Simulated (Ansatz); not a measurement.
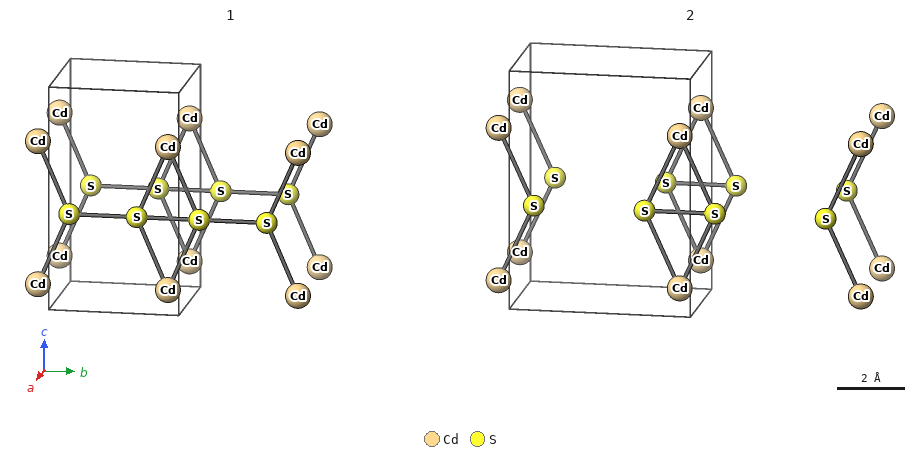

Two geometries of solid CdS (a generated structure, set up in Pmmm) (coarse preliminary run), drawn at one scale. One is the start of a relaxation, the other its converged end. A ball-and-stick model of the cell of the calculation, repeated 2 × 2 × 1 with one cell outlined, seen slightly off an axis.

All numbers below come from DFT PBE, scalar-relativistic, plane waves, PAW (Ansatz). (plane-wave cutoff 420 eV; k-point mesh 6 × 4 × 4; occupations gaussian; smearing width 0.1 eV; no spin polarisation; cell and atoms relaxed; force threshold 0.04 eV/Å; at most 70 steps)

**Which one is relaxed?**

Structure 2 is the relaxed one. The largest moves relative to the cell, 0.25 Å, are those of S atoms. By element the largest moves are S 0.25 Å, Cd 0.01 Å. Cell: a 3.605 → 3.529 Å (−2.1 %), b 3.980 → 5.544 Å (+39.3 %), c 6.909 → 7.389 Å (+7.0 %). Volume +45.8 %. Among the contacts that change: S–S 2.068 → 3.388 Å, S–S 1.913 → 2.155 Å, Cd–Cd 2.471 → 2.658 Å, Cd–S 2.416 → 2.599 Å. Bonds break: S–S (2.07 → 3.39 Å). Among the angles between lasting bonds that change: Cd–S–Cd 133.4° → 131.0°. The space group stays Pmmm (No. 47). Over 12 accepted moves (14 points after the start) the energy falls by 690 meV per atom. Largest force component: 2.2 eV/Å at the start, 0.011 eV/Å at the end. The pressure goes from 20.20 to 0.09 GPa. At 2 points the geometry stayed and the basis and grid were re-selected for the new cell (energy shift of 22.4 meV per atom at most each time). The run took 5.4 min on 1 thread of Intel(R) Xeon(R) Processor @ 2.50GHz (Skylake/Cascade Lake) (shared host), peak memory 0.47 GiB.

Limits of the set-up: the k-point mesh is coarse for a cell with partly filled bands; layers or molecules are held without a dispersion correction, so their spacing is unreliable.
